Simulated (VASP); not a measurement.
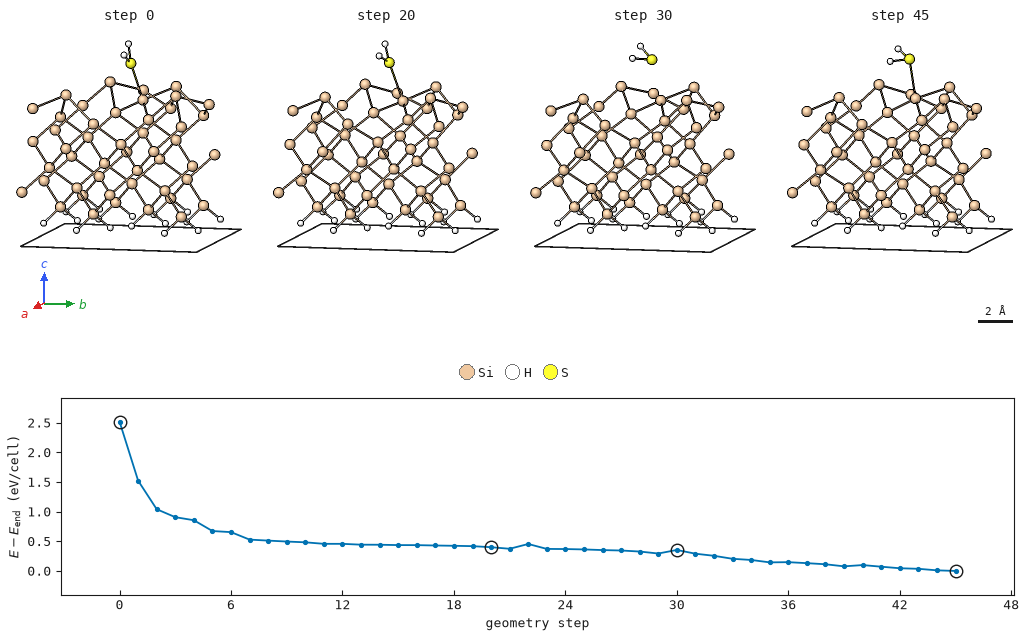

Frames of a relaxation of a slab of composition Si₄₈H₁₈S, marked on the history of the run. Style: ball-and-stick. Shown: the cell of the calculation, outlined in the plane, without the vacuum (origin shifted), slightly off an axis.

The run lets the atoms move in a fixed cell. 24 atoms are held fixed.

These are results of Kohn-Sham DFT of a periodic cell, PBE with D3(BJ), VASP PAW PBE potentials, recommended in VASP 6.6.1, not measurements.

The input:
```
ALGO     = Normal         # electronic algorithm
EDIFF    = 1E-6           # SCF threshold, eV
EDIFFG   = -0.03          # ionic threshold
ENCUT    = 400            # plane-wave cutoff, eV
GGA      = PE             # functional
IBRION   = 2              # ionic algorithm
ISIF     = 2              # what is computed and relaxed
ISMEAR   = 0              # smearing method
ISYM     = 0            
IVDW     = 12             # dispersion correction
LASPH    = True           # aspherical terms in the spheres
LCHARG   = False          # write CHGCAR
LREAL    = Auto         
LWAVE    = False          # write WAVECAR
NCORE    = 4            
NELM     = 100            # most SCF steps
NSW      = 120            # ionic steps
PREC     = Accurate       # precision mode
SIGMA    = 0.05           # smearing width, eV
```

Launched with:
```bash
cat potpaw_PBE.64/Si/POTCAR potpaw_PBE.64/H/POTCAR potpaw_PBE.64/S/POTCAR > POTCAR
mpirun -np 8 vasp_gam > vasp.out
```

### Describe the path.

The run was cut off at its time limit before the relaxation converged, so the last structure is only a point on the way. The largest move is that of the S atom, 0.61 Å at 61° to the normal (+c side). By element the largest moves are S 0.61 Å, H 0.49 Å, Si 0.33 Å. The cell doesn't change. Near-neighbour distances that change, for instance: Si–Si 2.605 → 2.381 Å, S–Si 2.419 → 2.624 Å, Si–Si 2.264 → 2.371 Å, Si–Si 2.264 → 2.349 Å. Bond angles that change, for instance: Si–S–H 133.8° → 100.1°, Si–S–H 133.8° → 103.9°, Si–Si–S 105.5° → 118.1°. After 45 geometry steps the energy has fallen by 2.519 eV per cell of the calculation. The largest force component goes from 1.3 to 0.41 eV/Å. From step 0 to 20: Si atoms move most (0.28 Å), energy −2.118 eV per cell of the calculation. From step 20 to 30: the S atom moves most (0.43 Å), energy −46.4 meV per cell of the calculation. From step 30 to 45: Si and H atoms move most (0.22 Å), energy −0.354 eV per cell of the calculation.

| step | E − E(0), meV/atom | largest force component, eV/Å |
| --- | --- | --- |
| 0 | 0.00 | 1.2756 |
| 1 | -14.86 | 0.7817 |
| 2 | -22.05 | 1.4671 |
| 3 | -24.06 | 2.4291 |
| 4 | -24.82 | 0.9677 |
| 5 | -27.54 | 0.4213 |
| 6 | -27.82 | 0.6016 |
| 7 | -29.70 | 0.3080 |
| 8 | -29.95 | 0.4621 |
| 9 | -30.19 | 0.8145 |
| 10 | -30.38 | 0.3156 |
| 12 | -30.77 | 0.3126 |
| 14 | -31.00 | 0.3397 |
| 16 | -31.09 | 0.3467 |
| 17 | -31.19 | 0.3443 |
| 19 | -31.35 | 0.3395 |
| 21 | -32.01 | 0.5694 |
| 23 | -32.05 | 0.6680 |
| 25 | -32.18 | 0.7050 |
| 27 | -32.45 | 0.9468 |
| 28 | -32.71 | 0.8740 |
| 30 | -32.31 | 1.7664 |
| 32 | -33.78 | 0.6925 |
| 34 | -34.83 | 0.4804 |
| 36 | -35.38 | 0.6723 |
| 38 | -35.91 | 0.3625 |
| 39 | -36.43 | 0.3729 |
| 41 | -36.52 | 0.4660 |
| 43 | -37.05 | 0.5472 |
| 45 | -37.59 | 0.4071 |
